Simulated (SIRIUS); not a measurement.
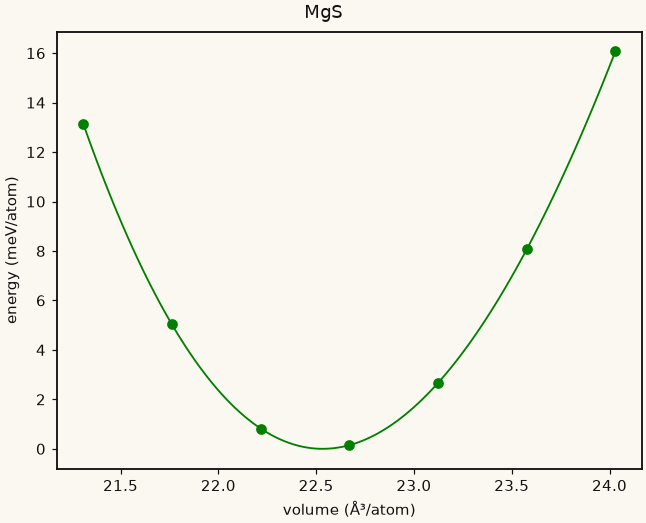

Calculation (SIRIUS 7.12.0): all-electron LAPW DFT, no spin polarisation; energies at scaled volumes of the given cell, shape and fractions fixed, counted from the fit's minimum, third-order Birch-Murnaghan fit. Level: PBEsol.

- k mesh: 8×8×4
- occupations: Fermi–Dirac
- smearing width: 0.05 eV
- potentials: all electron FP LAPW
- program settings: basis apw+lo standard, gk cutoff 3.5 1/bohr, pw cutoff 20 1/bohr

Cell as given: a = 4.035 Å, b = 4.035 Å, c = 6.432 Å, α = 90.00°, β = 90.00°, γ = 120.00°; 4 atoms.

Energy against volume for MgS, space group P6_3mc (No. 186).

A third-order Birch–Murnaghan fit gives V0 = 22.53 Å³/atom, B0 = 57.7 GPa and B′ = 4.0. The energy is 13.13 meV/atom at volume 21.31 Å³/atom and 16.07 meV/atom at 24.03 Å³/atom; the lowest computed point is at volume 22.67 Å³/atom (0.17 meV/atom).

Keep in mind: shape and atomic fractions are frozen while scaling, which makes layered, chain and framework solids too stiff.
